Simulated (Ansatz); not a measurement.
**B₂₄N₂₅: single-point calculation (part 1 of 2)**

The run: single-point calculation of B₂₄N₂₅ (defect cell, 49 atoms in the cell). Method and program: DFT PBE, scalar-relativistic, plane waves, PAW, spin-polarised (Ansatz 0.2.0).

The structure derives from a Materials Project entry.

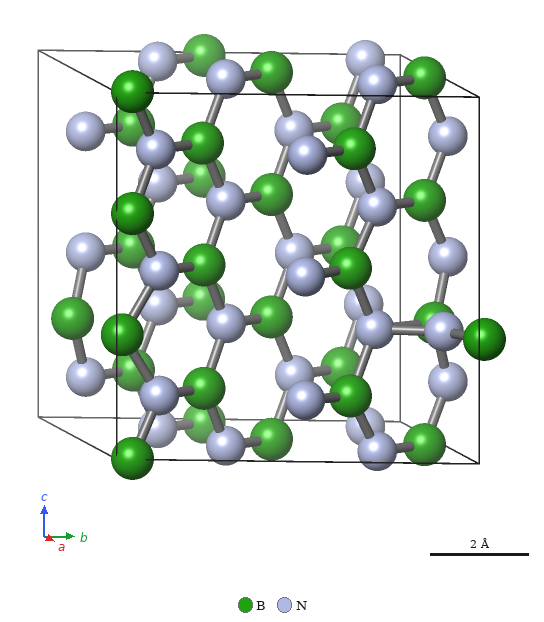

**Figure 1.** The input geometry (ball-and-stick view of the cell of the calculation, seen slightly off an axis). An atom can appear more than once, as a periodic image.

## Results in brief

| quantity | value |
| --- | --- |
| outcome | converged |
| electrons treated | 197 |
| free energy | −13394.9857 eV |
| Fermi energy | 6.788 eV |
| gap on the k-point mesh | 0.65 eV |
| net moment of the cell | 1.00 μB |
| integrated absolute moment | 1.10 μB |
| largest force (length of the vector) | 0.039 eV/Å |
| hardware | 4 threads of Arm Neoverse V2, 24 GiB of memory available, shared host |
| wall time | 2.4 min (CPU time 9.5 min) |
| peak memory | 1.8 GiB |

## The input
```yaml
crystal:
  lattice:
    - [-3.754752, 2.176231, 6.04508]
    - [3.754752, -2.176231, 6.04508]
    - [3.78399, 6.528693, 0.0]
  atoms:
    - { symbol: B, position: [-0.0693112982, 1.0298214401, 0.3318685968], spin: 0.2 }
    - { symbol: B, position: [0.5504363576, 0.9756432797, 0.3318039188], spin: 0.2 }
    - { symbol: B, position: [0.0445014913, 0.4474574744, 0.3317736674] }
    - { symbol: B, position: [-0.0427077864, 1.0523349071, 0.66562953] }
    - { symbol: B, position: [0.2905420206, 0.2001400312, 0.4995827021] }
    - { symbol: B, position: [0.4515957963, 0.5456267079, 0.3318359872] }
    - { symbol: B, position: [0.5391674598, 0.9496554476, 0.664766227] }
    - { symbol: B, position: [0.709176443, 0.3037263997, 0.4999434925] }
    - { symbol: B, position: [0.0450425484, 0.4488645516, 0.6670315688] }
    - { symbol: B, position: [0.2003868989, 0.7952067443, 0.4973235612] }
    - { symbol: B, position: [-0.0427166982, 1.0523103247, 0.9980468577] }
    - { symbol: B, position: [0.2939662197, 0.1998224124, 0.8317928453] }
    - { symbol: B, position: [0.450802458, 0.5463497364, 0.6653450713] }
    - { symbol: B, position: [0.7950401133, 0.6894948588, 0.5059126909] }
    - { symbol: B, position: [0.5392106956, 0.9496635167, 0.9988038595] }
    - { symbol: B, position: [0.7056571805, 0.30030756, 0.8318438622] }
    - { symbol: B, position: [0.0450122599, 0.4487995111, 0.9965118193] }
    - { symbol: B, position: [0.1988870738, 0.7948545799, 0.8318373952] }
    - { symbol: B, position: [0.2905834152, 0.2001461891, 0.1640071675] }
    - { symbol: B, position: [0.4508013986, 0.5463374961, 0.9983270425] }
    - { symbol: B, position: [0.7933621383, 0.7005349211, 0.8317591945] }
    - { symbol: B, position: [0.7091477013, 0.3037110707, 0.1637522559] }
    - { symbol: B, position: [0.2003724766, 0.7951936713, 0.166347487] }
    - { symbol: B, position: [0.7950567509, 0.6894875154, 0.1576097645] }
    - { symbol: "N", position: [0.2105949996, 0.2842198088, -0.0029049079] }
    - { symbol: "N", position: [0.6210905469, 0.3832489315, -0.0019982706] }
    - { symbol: "N", position: [0.1170469665, 0.8783603965, -0.0014876138] }
    - { symbol: "N", position: [0.211486744, 0.2857160896, 0.3317869246] }
    - { symbol: "N", position: [0.3682834537, 0.6283026399, 0.1651259579] }
    - { symbol: "N", position: [0.7089970435, 0.7821190942, -0.0016310216] }
    - { symbol: "N", position: [0.6231120947, 0.3836621714, 0.3318399089] }
    - { symbol: "N", position: [0.9604889154, 0.52874914, 0.16352374] }
    - { symbol: "N", position: [0.1160943431, 0.8734658138, 0.3318304553] }
    - { symbol: "N", position: [0.4525598133, 0.0330255763, 0.1617065775] }
    - { symbol: "N", position: [0.2106000678, 0.2842540711, 0.6664923314] }
    - { symbol: "N", position: [0.3683123022, 0.6283341171, 0.498539113] }
    - { symbol: "N", position: [0.7168424321, 0.7736864467, 0.3317546704], spin: 0.2 }
    - { symbol: "N", position: [0.880093927, 0.1432349388, 0.1618195878], spin: 0.06 }
    - { symbol: "N", position: [0.6210996394, 0.3832637265, 0.6656905653] }
    - { symbol: "N", position: [0.9605171107, 0.5288004607, 0.5000124767] }
    - { symbol: "N", position: [0.1170398607, 0.8783538254, 0.6651623203] }
    - { symbol: "N", position: [0.4524835614, 0.0329834853, 0.5018701658] }
    - { symbol: "N", position: [0.3658874273, 0.6275916141, 0.831835896] }
    - { symbol: "N", position: [0.7089581075, 0.7821078645, 0.6651614476] }
    - { symbol: "N", position: [0.8801527403, 0.1433092597, 0.5018750279], spin: 0.06 }
    - { symbol: "N", position: [0.9605118785, 0.5346475268, 0.83176938] }
    - { symbol: "N", position: [0.4585132588, 0.0314812385, 0.831786723] }
    - { symbol: "N", position: [0.8735962859, 0.1348737422, 0.8318438005] }
    - { symbol: "N", position: [0.7538384197, -0.0434783497, 0.3318800535], spin: 0.36 }
magnetization:
  spin_polarized: true
basis:
  ecutwfc: 420
  fft_grid_basis: typed
kpoints:
  mp_grid: { grid: [2, 2, 2] }
hamiltonian:
  xc: pbe
  pseudopotentials: { kind: paw }
scf:
  occupations: { method: gaussian, width: 0.05 }
output:
  forces: true
  stress: false
  eigenvalues: true
  bader: true
  write_density: true
  volumetric_format: npy
  populations: true
```

Launched with:
```bash
ansatz run input.yaml --threads 4 --pin off --max-ram 10240MiB --backend cpu --events-out ev --progress --plain --runs-dir out
```

## What the program printed
```
Engine: ansatz 0.2.0, aarch64-unknown-linux-gnu
Pseudopotentials: kind: paw
Pseudopotential: B, paw, valence charge 3, recommended cutoff 420 eV (normal), B.paw.azcp
Pseudopotential: N, paw, valence charge 5, recommended cutoff 420 eV (normal), N.paw.azcp
Functional definition: PBE
  parameter kappa = 0.804
  parameter beta = 0.06672455060314922
  exchange = pbe_x(kappa = kappa, mu = beta*pi^2/3)
  correlation = pbe_c(beta = beta)
Crystal: 49 atoms, lattice volume = 395.934 Å³
Basis set: ecut = 420 eV, 7771 PW (Γ), exchange–correlation on 100×100×108 points (8 copies of the dense FFT grid, shifted against one another)
Bands: 149, of which v1, the nominal top of the filled ones, is band 99 counted from 1 (98 counted from 0)
Symmetry: 1 space group operations
Space group: P1 (ITA 1), of the structure as read, at distance tolerance 7.3e-5 Å
Magnetic group: BNS 1.1 (UNI 1), of the structure as read, at distance tolerance 7.3e-5 Å
k-points: 8
Non-local potential: B, projectors of the file, l = 0: 2, l = 1: 2, l = 2: 1
Non-local potential: N, projectors of the file, l = 0: 2, l = 1: 2, l = 2: 1
PAW form: soft (Blöchl's): semilocal exchange-correlation on the pseudo side does not see the compensation charge
PAW one-centre angular grid: B, 110 points (default); XC on 64 Gauss nodes
PAW one-centre angular grid: N, 110 points (default); XC on 64 Gauss nodes
Initial density: superposition of atomic densities (chi_scale 0.1, normalization cell, long waves kept (reshape's long-wave potential 0.13 eV rms))
Starting moments: Σ|m| = 1.08 μB on 6 of 49 sites
Initial wavefunctions: pseudopotential atomic-orbital guess
Functional: x = pbe(κ = 0.804, μ = 0.2195149727645171), c = pbe(β = 0.06672455060314922)
SCF iter   1: F=—  HF=-13425.686461 eV  |F-HF|=—  |Δ(HF+E_count)|=         —  Δρ=7.75e-2 (↑7.64e-2 ↓7.75e-2)  dr2=8.91e1  dr2_m=3.78e-1  M=1.000 μB ∫|m|=1.029 μB  β_m=0.30  ethr=3.10e-3  ⟨swp⟩=6.0  Hψ=10656  notcnv=0  defer=145
preconditioner: auto → Resta (q_TF=auto, 2.429 Å⁻¹)  ε∞=3.4  [insulator: Δε(μ)=0.318 eV  Ē_g=17.011 eV  σ=0.050 eV  W_gap=1.00  n_scr=94 (ndim 8)  ℏωp=26.2 eV  f_vac=0.000  D(μ)=0.00/eV (n_scr^D=0)  ε∞_Penn≈3.4]
spin=Collinear: Resta preconditioning applied to the charge; magnetization (m = ρ↑ − ρ↓) channel mixes plain (no charge-response kernel on spin).
SCF iter   2: F=—  HF=-13405.288963 eV  |F-HF|=—  |Δ(HF+E_count)|=    2.04e1  Δρ=4.49e-2 (↑4.48e-2 ↓4.49e-2)  dr2=2.94e1  dr2_m=1.60e-1  M=1.000 μB ∫|m|=1.032 μB  β_m=0.30  ethr=3.10e-3  ⟨swp⟩=2.1  Hψ=4384  notcnv=0  defer=706
SCF iter   3: F=—  HF=-13396.269595 eV  |F-HF|=—  |Δ(HF+E_count)|=    9.02e0  Δρ=2.12e-2 (↑2.09e-2 ↓2.12e-2)  dr2=4.55e0  dr2_m=4.66e-2  M=1.000 μB ∫|m|=1.049 μB  β_m=0.30  ethr=3.10e-3  ⟨swp⟩=3.1  Hψ=3912  notcnv=0  defer=714
SCF iter   4: F=—  HF=-13394.914844 eV  |F-HF|=—  |Δ(HF+E_count)|=    1.35e0  Δρ=6.40e-3 (↑4.48e-3 ↓6.40e-3)  dr2=2.88e-1  dr2_m=3.95e-2  M=1.000 μB ∫|m|=1.047 μB  β_m=0.30  ethr=2.31e-3  ⟨swp⟩=2.0  Hψ=3940  notcnv=0  defer=724
SCF iter   5: F=—  HF=-13394.920292 eV  |F-HF|=—  |Δ(HF+E_count)|=   5.45e-3  Δρ=3.98e-3 (↑3.35e-3 ↓3.98e-3)  dr2=8.38e-2  dr2_m=1.92e-2  M=1.000 μB ∫|m|=1.056 μB  β_m=0.30  ethr=1.46e-4  ⟨swp⟩=2.1  Hψ=3258  notcnv=0  defer=724
SCF iter   6: F=—  HF=-13394.955778 eV  |F-HF|=—  |Δ(HF+E_count)|=   3.55e-2  Δρ=2.31e-3 (↑2.31e-3 ↓2.12e-3)  dr2=2.05e-2  dr2_m=9.95e-3  M=1.000 μB ∫|m|=1.064 μB  β_m=0.30  ethr=4.26e-5  ⟨swp⟩=2.1  Hψ=3583  notcnv=0  defer=724
SCF iter   7: F=—  HF=-13394.977720 eV  |F-HF|=—  |Δ(HF+E_count)|=   2.19e-2  Δρ=1.42e-3 (↑1.30e-3 ↓1.42e-3)  dr2=1.45e-3  dr2_m=6.23e-3  M=1.000 μB ∫|m|=1.070 μB  β_m=0.30  ethr=1.04e-5  ⟨swp⟩=2.0  Hψ=3448  notcnv=0  defer=724
Mixer restart at iter 7: flushing history
spin-set hold released at iteration 7 (site moments contracting): the magnetisation degrees of freedom join the quasi-Newton model from the next iteration; the mixer history was flushed
SCF iter   8: F=—  HF=-13394.980652 eV  |F-HF|=—  |Δ(HF+E_count)|=   2.93e-3  Δρ=1.07e-3 (↑1.00e-3 ↓1.07e-3)  dr2=6.57e-4  dr2_m=3.66e-3  M=1.000 μB ∫|m|=1.076 μB  β_m=0.65  ethr=7.36e-7  ⟨swp⟩=2.0  Hψ=3236  notcnv=0  defer=724
SCF iter   9: F=—  HF=-13394.985107 eV  |F-HF|=—  |Δ(HF+E_count)|=   4.45e-3  Δρ=2.56e-4 (↑9.09e-5 ↓2.56e-4)  dr2=3.51e-4  dr2_m=7.40e-5  M=1.000 μB ∫|m|=1.096 μB  β_m=0.61  ethr=3.34e-7  ⟨swp⟩=3.0  Hψ=4678  notcnv=0  defer=724
SCF iter  10: F=—  HF=-13394.985104 eV  |F-HF|=—  |Δ(HF+E_count)|=   2.30e-6  Δρ=7.83e-5 (↑7.83e-5 ↓4.48e-5)  dr2=2.13e-5  dr2_m=8.14e-6  M=1.000 μB ∫|m|=1.099 μB  β_m=0.76  ethr=1.78e-7  ⟨swp⟩=2.1  Hψ=3237  notcnv=0  defer=724
SCF iter  11: F=—  HF=-13394.985663 eV  |F-HF|=—  |Δ(HF+E_count)|=   5.58e-4  Δρ=2.58e-5 (↑1.68e-5 ↓2.58e-5)  dr2=7.23e-6  dr2_m=7.08e-7  M=1.000 μB ∫|m|=1.099 μB  β_m=0.72  ethr=1.08e-8  ⟨swp⟩=2.0  Hψ=3688  notcnv=0  defer=724
SCF iter  12: F=—  HF=-13394.985662 eV  |F-HF|=—  |Δ(HF+E_count)|=   7.33e-7  Δρ=6.94e-6 (↑3.41e-6 ↓6.94e-6)  dr2=2.18e-7  dr2_m=3.74e-8  M=1.000 μB ∫|m|=1.099 μB  β_m=0.86  ethr=3.67e-9  ⟨swp⟩=2.0  Hψ=3236  notcnv=0  defer=724
SCF iter  13: F=—  HF=-13394.985662 eV  |F-HF|=—  |Δ(HF+E_count)|=   8.82e-8  Δρ=2.12e-6 (↑1.65e-6 ↓2.12e-6)  dr2=3.92e-8  dr2_m=4.27e-9  M=1.000 μB ∫|m|=1.099 μB  β_m=0.93  ethr=5.08e-11  ⟨swp⟩=17.4  Hψ=17708  notcnv=0
SCF iter  14: F=-13394.985662 eV  HF=-13394.985662 eV  |F-HF|=1.27e-8  |Δ(HF+E_count)|=   1.38e-8  Δρ=1.15e-6 (↑9.80e-7 ↓1.15e-6)  dr2=1.60e-8  dr2_m=2.81e-10  M=1.000 μB ∫|m|=1.099 μB  ethr=1.99e-11  ⟨swp⟩=3.6  Hψ=5697  notcnv=0
SCF 1 converged in 14 iterations: F = -13394.985662 eV  dr2 = 1.60e-8
  greatest PAW one-centre occupation: 0.826 electrons in one spin orbital (limit 2), on the N atom at site 48 (counted from 0), in its partial waves of l = 0
```

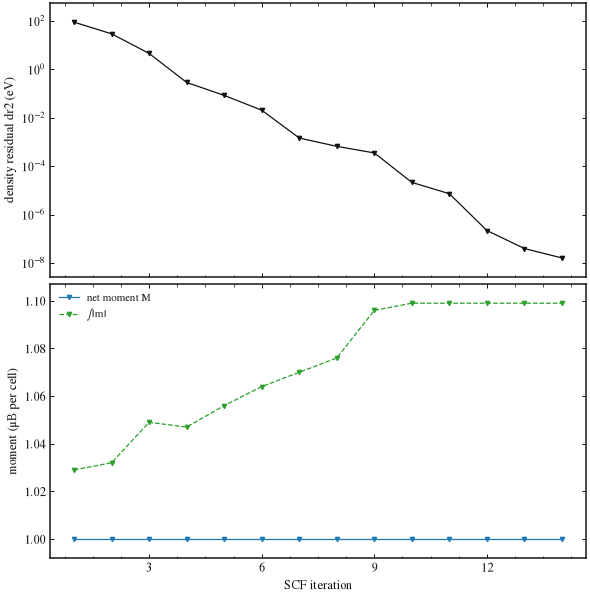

**Figure 2.** Convergence of the self-consistent field: density residual dr2 and magnetic moment against the SCF iteration. The residual falls at every step. The net moment stays at 1.0 μB per cell.

```
SCF converged after 14 iterations
Magnetization: 1.0000 μB (99.0000 up, 98.0000 down)
Absolute magnetization: 1.1015 μB (∫|ρ↑−ρ↓|, with the PAW one-centre terms)
Spin contamination: 0.0032 ħ² per cell (⟨S²⟩ above its minimum at these occupations)
Per-site moments (μB) at R_I (Å): [(-0.004672750676014738, 0.6160879440065834), (-0.004446996452502797, 0.606444384913041), (-0.00023850194655896097, 0.5886253752158888), (0.0006299384720183796, 0.5929436463259525), (0.0008553207380480491, 0.5893315933062239), (-0.0002352143043824501, 0.5974659394519616), (0.0007276178531667646, 0.5914405490121213), (0.0021392023528543154, 0.5938686227482112), (0.0002319044131617574, 0.59106751597191), (0.00011339265891600227, 0.5918365114383478), (0.0006331262808917593, 0.5929781666183878), (0.00034143823960981794, 0.5957865335418431), (0.00010616643083189077, 0.5968986007384721), (0.006541064121150244, 0.5843162478598399), (0.000726545612349039, 0.5914568972695657), (0.0014309300582600593, 0.5968305034756709), (0.00023290361838273246, 0.5910585460108538), (-0.0001426150327405598, 0.5973286164873958), (0.0008541894698210711, 0.5893262943656165), (0.00010592198703374942, 0.5968873416645731), (0.00013202534321105265, 0.5962049952902385), (0.0021426125317327628, 0.5939105730284251), (0.00011221852284110376, 0.5918061176234714), (0.006549799916746231, 0.5843115873059228), (0.0019296932528201811, 0.5910585460108538), (0.004283209392481911, 0.5970772788342016), (0.003392631790293049, 0.5973286164873958), (-0.00028503987767280504, 0.5886253752158888), (0.0013213171307507724, 0.5968873416645731), (0.004262818940377415, 0.5901616397525339), (-0.0013467996712658032, 0.5974659394519616), (0.0055522920483886545, 0.5843115873059228), (-0.0005487293009508104, 0.5918061176234714), (0.009683659277288445, 0.5893262943656165), (0.0019275869776367704, 0.59106751597191), (0.0013178804933506399, 0.5968986007384721), (0.014264910733510194, 0.607167681936836), (0.055863913392179325, 0.5929781666183878), (0.004277776735180088, 0.5970879860775646), (0.0055622713149133035, 0.5843162478598399), (0.003372221533894061, 0.5973290826624719), (0.00968154362293137, 0.5893315933062239), (0.0006168297945598273, 0.5976078898646009), (0.004312740062348195, 0.5901832703738614), (0.055480968298061206, 0.5929436463259525), (0.002376323872442402, 0.5962049952902385), (0.00043986913847406036, 0.5957339199904995), (0.004349800524247368, 0.5968305034756709), (0.3575048428915983, 0.607167681936836)]
Free energy (F): -13394.985662 eV
Harris-Foulkes:  -13394.985662 eV  (|F-HF|=1.27e-8)
Internal energy: -13394.985662 eV  (E = F + TS)
E sigma→0 (E₀):  -13394.985662 eV
Fermi energy:    6.788159 eV
--- Per-component energies (eV) ---
  E_band       = -234.521943
  E_kinetic    = 4543.674848
  E_local      = -7429.305077  (includes V_loc(G=0)·N_el)
  E_nonlocal   = 1434.472529
  E_hartree    = 2305.607459
  E_xc         = -2276.866383
  E_vxc        = -2827.650095  (∫ρ·V_xc dr)
  E_paw        = -5090.473542  (= ΣΔE_a)
  E_vpaw       = -566.933248  (= ΣTr[D̂ρ^β])
  E_aug_tail   = 0.002489  (compensation charges beyond the density's cutoff)
  E_ewald      = -6882.097985
  E_smearing   = -0.000000  (= −TS)
  E_closure    = -0.000000  (closes the sum)
  Σ components = -13394.985662   (vs F -13394.985662, Δ=0.00e0)
--- Forces (eV/Å), atoms counted from 1 ---
  atom   1  B     -0.01447057     0.00542306     0.00876883
  atom   2  B      0.00570153    -0.00499070    -0.01221086
  atom   3  B     -0.00010440    -0.00025727    -0.00100466
  atom   4  B     -0.00143660    -0.00076047     0.00149157
  atom   5  B     -0.00117666    -0.00164081     0.00096264
  atom   6  B      0.00085622    -0.00100354    -0.00230121
  atom   7  B      0.00273940    -0.00424158     0.00102152
  atom   8  B      0.00311606     0.00012906     0.00402619
  atom   9  B     -0.00079849     0.00082127    -0.00270367
  atom  10  B     -0.00112831    -0.00148395    -0.00110137
  atom  11  B      0.00255419     0.00280844     0.00032722
  atom  12  B     -0.00413965     0.00121092     0.00017987
  atom  13  B     -0.00032391    -0.00019837     0.00083829
  atom  14  B     -0.00030988     0.00461707     0.00128550
  atom  15  B      0.00665550    -0.00207534     0.00163757
  atom  16  B      0.00125635    -0.00037753     0.00226964
  atom  17  B      0.00122725    -0.00119077     0.00147742
  atom  18  B      0.00077819    -0.00071468     0.00098118
  atom  19  B      0.00093265    -0.00063667    -0.00112763
  atom  20  B      0.00121781    -0.00045485    -0.00032498
  atom  21  B     -0.00308729     0.00312673     0.00049655
  atom  22  B     -0.00210662    -0.00288434     0.00302918
  atom  23  B     -0.00022614     0.00110697    -0.00035456
  atom  24  B     -0.00334503    -0.00227064     0.00144564
  atom  25  N      0.00129568    -0.00172719     0.00144545
  atom  26  N      0.00116836    -0.00347350    -0.00296600
  atom  27  N     -0.00645724     0.00226339    -0.00242974
  atom  28  N      0.00159081    -0.00019868     0.00242093
  atom  29  N     -0.00127371     0.00135583    -0.00018011
  atom  30  N     -0.00177207     0.00161128    -0.00158473
  atom  31  N      0.00129602     0.00167830     0.00096453
  atom  32  N      0.00187145     0.00114642    -0.00061977
  atom  33  N     -0.00371597     0.00584579     0.00103725
  atom  34  N      0.00153161    -0.00218026     0.00028113
  atom  35  N      0.00012496    -0.00123352     0.00115650
  atom  36  N     -0.00094143     0.00230092    -0.00225307
  atom  37  N     -0.01541501     0.01227437    -0.02087842
  atom  38  N      0.00728751     0.00039560    -0.00419112
  atom  39  N      0.00254865    -0.00107887    -0.00369588
  atom  40  N      0.00036807    -0.00067312    -0.00091763
  atom  41  N     -0.00443168     0.00287601    -0.00132233
  atom  42  N      0.00363426    -0.00005317     0.00080295
  atom  43  N     -0.00027037     0.00039173    -0.00337047
  atom  44  N     -0.00287320     0.00199335    -0.00049515
  atom  45  N      0.00033824    -0.00662897    -0.00710155
  atom  46  N     -0.00001354     0.00165529     0.00299977
  atom  47  N     -0.00139605     0.00167627     0.00127881
  atom  48  N      0.00201041    -0.00172478    -0.00085792
  atom  49  N      0.01914728    -0.01257413     0.03136583
  max |Σ_I F_I| component: 3.46e-5 eV/Å
--- Band table (eV; the first three rows and the last of 16) ---
```
